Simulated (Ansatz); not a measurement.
Mo: single-point calculation (part 1 of 2)

- system: Mo (slab, 20 atoms in the cell)
- method: DFT PBE+D3(BJ), scalar-relativistic, plane waves, PAW, no spin polarisation (Ansatz 0.2.0)

The structure derives from an entry of the Crystallography Open Database. It belongs to a series of runs on one base structure; here: the slab at its places in the relaxed adsorbed structure. Figures and captions count atoms from 1; the log counts them from 0 in places.

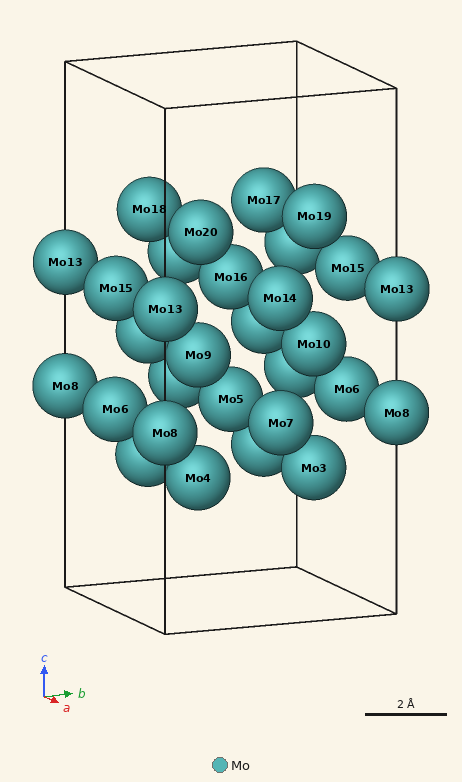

Figure 1. The input geometry (spheres-only view of the cell of the calculation, with the vacuum cut short, seen slightly off an axis; atoms are numbered from 1 in the order of the input). An atom can appear more than once, as a periodic image.

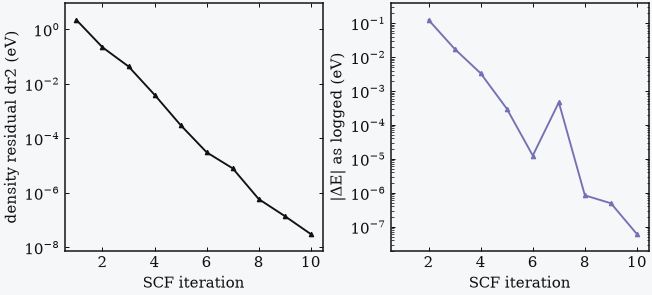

Figure 2. Convergence of the self-consistent field: density residual dr2 and size of the energy change against the SCF iteration. The residual falls at every step.

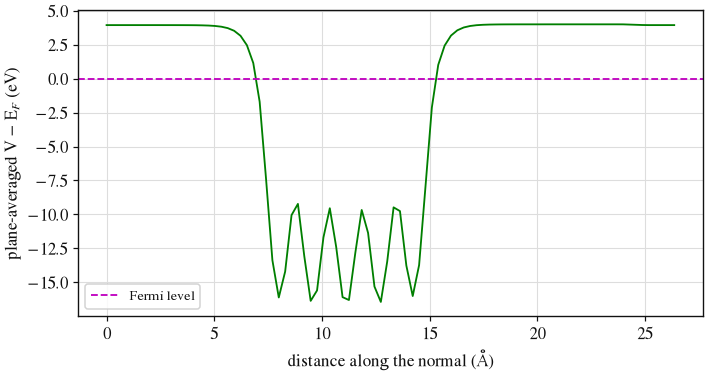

Figure 3. Plane average of the electrostatic potential energy of an electron across the cell, from the Fermi level. The vacuum level lies 4.00 eV above the Fermi level on the upper side and 3.95 eV on the lower.

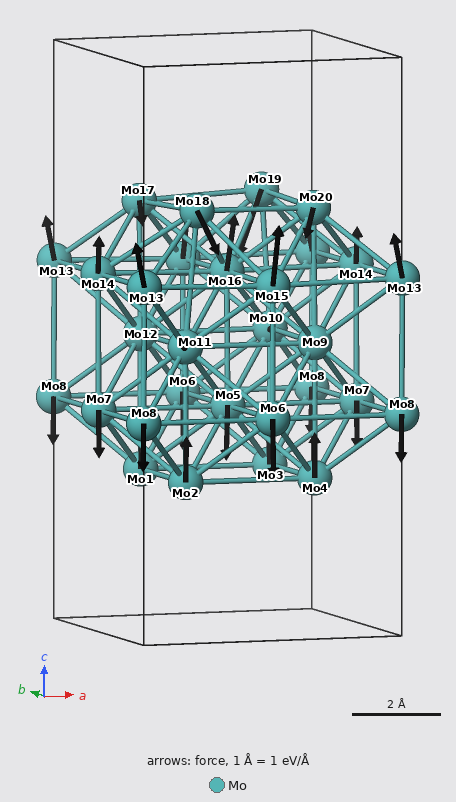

Figure 4. Forces on the atoms as black arrows (ball-and-stick view of the cell of the calculation, with the vacuum cut short, seen slightly off an axis; atoms are numbered from 1 in the order of the input); the smallest are left out. The largest act on Mo19 (1.63 eV/Å); Mo15 (1.46 eV/Å); Mo6 (1.37 eV/Å); Mo16 (1.32 eV/Å), among others. The geometry is not a stationary point of this energy.

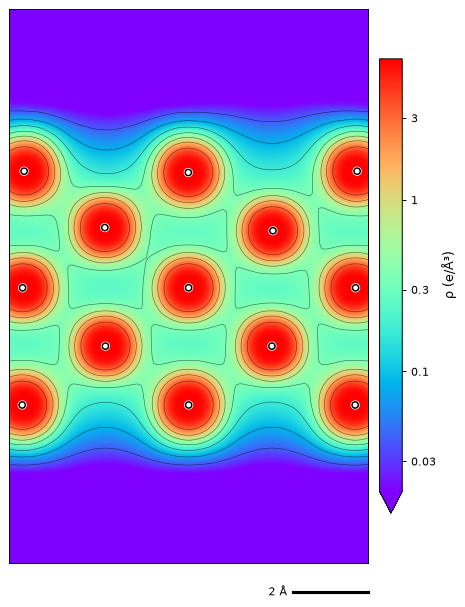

Figure 5. Valence electron density on the (11̄0) plane of the calculation cell, a cut from vacuum to vacuum. Circles mark the nuclei in the plane (Mo). Mo–Mo (2.62 Å): ρ is about 0.48 e/Å³ halfway. Mo–Mo (2.66 Å): ρ is about 0.44 e/Å³ halfway. Mo–Mo (2.71 Å): ρ at the midpoint is about 0.41 e/Å³. Mo–Mo (2.74 Å): the density is about 0.36 e/Å³ at the midpoint. The density dies away to nearly zero in the vacuum. In a PAW calculation such maps are meaningful between the atoms, not at the nuclei.

The input and output of the run follow.

Input file:
```yaml
crystal:
  lattice:
    - [6.2604336893, 0.0, 0.0]
    - [0.0, 6.2604336893, 0.0]
    - [0.0, 0.0, 26.6618336893]
  atoms:
    - { symbol: Mo, position: [0.25, 0.75, 0.3000543808] }
    - { symbol: Mo, position: [0.25, 0.25, 0.3000543808] }
    - { symbol: Mo, position: [0.75, 0.75, 0.3000543808] }
    - { symbol: Mo, position: [0.75, 0.25, 0.3000543808] }
    - { symbol: Mo, position: [0.5, 0.5, 0.3587565857] }
    - { symbol: Mo, position: [0.5, 0.0, 0.3587565857] }
    - { symbol: Mo, position: [0.0, 0.5, 0.3587565857] }
    - { symbol: Mo, position: [0.0, 0.0, 0.3587565857] }
    - { symbol: Mo, position: [0.7511283228, 0.2513801875, 0.4168891013] }
    - { symbol: Mo, position: [0.7514486906, 0.7495599129, 0.4177650736] }
    - { symbol: Mo, position: [0.2496044473, 0.2522394893, 0.4171689346] }
    - { symbol: Mo, position: [0.249516538, 0.7499845077, 0.4169706391] }
    - { symbol: Mo, position: [0.0029241295, 0.0006434049, 0.4764451438] }
    - { symbol: Mo, position: [-0.002568195, 0.4990719831, 0.4769934322] }
    - { symbol: Mo, position: [0.5023366974, 0.0037963434, 0.4738135275] }
    - { symbol: Mo, position: [0.4971690178, 0.5022464549, 0.4749130918] }
    - { symbol: Mo, position: [0.2456685204, 0.7522890199, 0.5318929692] }
    - { symbol: Mo, position: [0.2901902147, 0.2391319517, 0.5348883243] }
    - { symbol: Mo, position: [0.7237794181, 0.7647962875, 0.5374666621] }
    - { symbol: Mo, position: [0.7492726333, 0.2625358216, 0.5332288566] }
basis:
  ecutwfc: 420
kpoints:
  mp_grid: { grid: [3, 3, 1] }
hamiltonian:
  xc: pbe
  dispersion: d3bj
scf:
  occupations: { method: gaussian, width: 0.1 }
output:
  forces: true
  eigenvalues: true
  write_density: true
  volumetric_format: npy
efield:
  axis: 3
  dipole_correction: true
  ramp_width: 0.04
```

Launch command:
```bash
ansatz run input.yaml --threads 4 --pin off --max-ram 10240MiB --backend cpu --events-out ev --progress --plain --runs-dir out
```

What the program printed:
```
Engine: ansatz 0.2.0, aarch64-unknown-linux-gnu
Pseudopotentials: kind: paw
Pseudopotential: Mo, paw, valence charge 14, recommended cutoff 420 eV (normal), Mo.paw.azcp
Functional definition: PBE
  parameter kappa = 0.804
  parameter beta = 0.06672455060314922
  exchange = pbe_x(kappa = kappa, mu = beta*pi^2/3)
  correlation = pbe_c(beta = beta)
Crystal: 20 atoms, lattice volume = 1044.958 Å³
Basis set: ecut = 420 eV, 20501 PW (Γ), exchange–correlation on 90×90×360 points (8 copies of the dense FFT grid, shifted against one another)
Bands: 168, of which v1, the nominal top of the filled ones, is band 140 counted from 1 (139 counted from 0)
Symmetry: 1 space group operations
Space group: P1 (ITA 1), of the structure as read, at distance tolerance 1.0e-4 Å
k-points: 5 of 9 (time reversal used)
Non-local potential: Mo, projectors of the file, l = 0: 3, l = 1: 2, l = 2: 2, l = 3: 1
PAW form: soft (Blöchl's): semilocal exchange-correlation on the pseudo side does not see the compensation charge
PAW one-centre angular grid: Mo, 590 points (default); XC on 64 Gauss nodes
Initial density: superposition of atomic densities (neutral atoms: chi_scale 0, normalization atom), corrected by the library's trained network
Initial wavefunctions: pseudopotential atomic-orbital guess
Functional: x = pbe(κ = 0.804, μ = 0.2195149727645171), c = pbe(β = 0.06672455060314922)
SCF iter   1: F=—  HF=-99113.448457 eV  |F-HF|=—  |Δ(HF+E_count)|=         —  Δρ=7.59e-3  dr2=2.19e0  ethr=1.77e-3  p=-0.003 e·Å  D=-5.10e-4 V/Å  ΔV_dip=0.01 eV  dr2_dipole=1.47e-3  V_vac-E_F(+/−)=3.97/3.96 eV  ⟨swp⟩=9.4  Hψ=4206  notcnv=0
efield: sawtooth ramp at fractional position 0.8988 (placed from the atoms, in the widest stretch of the axis that holds none; the zero of the levels goes with the place), width 0.0400; the density the first Hamiltonian is built on has a dipole p = -0.003 e·Å; the dipole correction subtracts the counter field D = -5.10e-4 V/Å, which shifts the + side's vacuum level by +0.01 eV against the − side's; the planar-averaged density in the ramp window peaks in size at 2.0e-6 e/Å³
preconditioner: auto → LDOS  [metal: Δε(μ)=0.019 eV  Ē_g=3.562 eV  σ=0.100 eV  W_gap=0.10  n_scr=174 (ndim 8)  ℏωp=12.6 eV  f_vac=0.619  D(μ)=26.70/eV (n_scr^D=166)  β→1.0]
SCF iter   2: F=—  HF=-99113.325263 eV  |F-HF|=—  |Δ(HF+E_count)|=   1.23e-1  Δρ=3.59e-3  dr2=2.18e-1  ethr=7.83e-4  p=-0.013 e·Å  D=-2.26e-3 V/Å  ΔV_dip=0.06 eV  dr2_dipole=3.09e-4  V_vac-E_F(+/−)=3.96/3.90 eV  ⟨swp⟩=2.0  Hψ=1145  notcnv=0  defer=82
SCF iter   3: F=—  HF=-99113.308013 eV  |F-HF|=—  |Δ(HF+E_count)|=   1.73e-2  Δρ=1.41e-3  dr2=4.31e-2  ethr=7.77e-5  p=-0.010 e·Å  D=-1.78e-3 V/Å  ΔV_dip=0.05 eV  dr2_dipole=2.99e-4  V_vac-E_F(+/−)=3.97/3.92 eV  ⟨swp⟩=2.0  Hψ=1082  notcnv=0  defer=82
SCF iter   4: F=—  HF=-99113.304709 eV  |F-HF|=—  |Δ(HF+E_count)|=   3.30e-3  Δρ=3.56e-4  dr2=3.93e-3  ethr=1.54e-5  p=-0.012 e·Å  D=-1.99e-3 V/Å  ΔV_dip=0.05 eV  dr2_dipole=6.22e-6  V_vac-E_F(+/−)=3.98/3.93 eV  ⟨swp⟩=2.2  Hψ=1057  notcnv=0  defer=82
SCF iter   5: F=—  HF=-99113.304407 eV  |F-HF|=—  |Δ(HF+E_count)|=   3.02e-4  Δρ=9.79e-5  dr2=3.03e-4  ethr=1.40e-6  p=-0.012 e·Å  D=-2.03e-3 V/Å  ΔV_dip=0.05 eV  dr2_dipole=9.30e-8  V_vac-E_F(+/−)=3.99/3.93 eV  ⟨swp⟩=2.0  Hψ=1065  notcnv=0  defer=82
SCF iter   6: F=—  HF=-99113.304420 eV  |F-HF|=—  |Δ(HF+E_count)|=   1.25e-5  Δρ=3.18e-5  dr2=3.04e-5  ethr=1.08e-7  p=-0.012 e·Å  D=-2.07e-3 V/Å  ΔV_dip=0.06 eV  dr2_dipole=2.04e-7  V_vac-E_F(+/−)=3.99/3.94 eV  ⟨swp⟩=2.0  Hψ=1055  notcnv=0  defer=82
SCF iter   7: F=—  HF=-99113.303958 eV  |F-HF|=—  |Δ(HF+E_count)|=   4.62e-4  Δρ=1.29e-5  dr2=7.84e-6  ethr=1.09e-8  p=-0.012 e·Å  D=-2.12e-3 V/Å  ΔV_dip=0.06 eV  dr2_dipole=1.51e-9  V_vac-E_F(+/−)=4.00/3.94 eV  ⟨swp⟩=3.0  Hψ=1584  notcnv=0  defer=32
SCF iter   8: F=—  HF=-99113.303958 eV  |F-HF|=—  |Δ(HF+E_count)|=   8.43e-7  Δρ=5.24e-6  dr2=5.84e-7  ethr=2.80e-9  p=-0.012 e·Å  D=-2.15e-3 V/Å  ΔV_dip=0.06 eV  dr2_dipole=3.36e-9  V_vac-E_F(+/−)=4.00/3.94 eV  ⟨swp⟩=2.0  Hψ=1064  notcnv=0  defer=32
SCF iter   9: F=—  HF=-99113.303959 eV  |F-HF|=—  |Δ(HF+E_count)|=   4.93e-7  Δρ=2.15e-6  dr2=1.39e-7  ethr=3.57e-11  p=-0.012 e·Å  D=-2.16e-3 V/Å  ΔV_dip=0.06 eV  dr2_dipole=2.92e-9  V_vac-E_F(+/−)=4.00/3.95 eV  ⟨swp⟩=16.8  Hψ=4335  notcnv=0
SCF iter  10: F=-99113.303959 eV  HF=-99113.303959 eV  |F-HF|=2.37e-9  |Δ(HF+E_count)|=   6.08e-8  Δρ=8.87e-7  dr2=3.02e-8  ethr=3.57e-11  p=-0.013 e·Å  D=-2.17e-3 V/Å  ΔV_dip=0.06 eV  dr2_dipole=3.99e-9  V_vac-E_F(+/−)=4.00/3.95 eV  ⟨swp⟩=5.0  Hψ=2531  notcnv=0
SCF 1 converged in 10 iterations: F = -99113.303959 eV  dr2 = 3.02e-8
  greatest PAW one-centre occupation: 0.998 electrons in one spin orbital (limit 2), on the Mo atom at site 16 (counted from 0), in its partial waves of l = 0
SCF converged after 10 iterations
Free energy (F): -99113.303959 eV
Harris-Foulkes:  -99113.303959 eV  (|F-HF|=2.37e-9)
Internal energy: -99113.164094 eV  (E = F + TS)
E sigma→0 (E₀):  -99113.234026 eV
Entropy (-TS):   -0.139865 eV (-6.993 meV/atom)
Fermi energy:    3.598012 eV
Dipole field:    D = -0.002131 V/Å  (p = -0.012306 e·Å, saw-weighted, corrected)
Work function:   Φ+ = 4.0026 eV   Φ− = 3.9457 eV
Levels:          The Fermi level and band energies are counted from a zero that moves with the ramp; work functions are not
--- Per-component energies (eV) ---
  E_band       = -5936.003618
  E_kinetic    = 8793.460586
  E_local      = -420251.819410  (includes V_loc(G=0)·N_el)
  E_nonlocal   = 2872.024522
  E_hartree    = 205042.565305
  E_xc         = -3648.282816
  E_vxc        = -4550.781599  (∫ρ·V_xc dr)
  E_paw        = -64028.879284  (= ΣΔE_a)
  E_vpaw       = -2884.028034  (= ΣTr[D̂ρ^β])
  E_aug_tail   = 0.000877  (compensation charges beyond the density's cutoff)
  E_efield     = 0.000013  (sawtooth field / dipole correction)
  E_vefield    = -0.025053  (∫n·V_field dr)
  E_ewald      = 172117.842134
  E_disp       = -10.076021  (pairwise vdW)
  E_smearing   = -0.139865  (= −TS)
  E_closure    = -0.000000  (closes the sum)
  Σ components = -99113.303959   (vs F -99113.303959, Δ=0.00e0)
--- Forces (eV/Å), atoms counted from 1 ---
  atom   1  Mo     0.04330091     0.03237907     1.08138869
  atom   2  Mo     0.02633714     0.01686012     1.06817974
  atom   3  Mo    -0.02898518     0.02979084     1.04507725
  atom   4  Mo    -0.00250701    -0.00870244     1.05306365
  atom   5  Mo    -0.01789683     0.04950488    -1.28684038
  atom   6  Mo     0.00755597    -0.04910298    -1.37117554
  atom   7  Mo     0.01489689     0.01397846    -1.12077130
  atom   8  Mo    -0.01545548    -0.00664627    -1.12678048
  atom   9  Mo     0.02118569    -0.05625803     0.07387996
  atom  10  Mo     0.06557313     0.07681349    -0.10109553
  atom  11  Mo    -0.10699747    -0.10303589    -0.02123759
  atom  12  Mo    -0.00177862     0.11009688    -0.02145367
  atom  13  Mo    -0.20978599     0.00910321     1.05054434
  atom  14  Mo     0.09999932     0.20525661     0.84846968
  atom  15  Mo     0.04959387    -0.29128702     1.42923343
  atom  16  Mo     0.25059127     0.15142400     1.28843357
  atom  17  Mo     0.07416820    -0.02703451    -0.59900349
  atom  18  Mo     0.44768012    -0.24066332    -1.02499842
  atom  19  Mo    -0.52209141     0.11371003    -1.54218302
  atom  20  Mo    -0.19538812    -0.02618687    -0.72290030
  max |Σ_I F_I| component: 1.69e-4 eV/Å
```
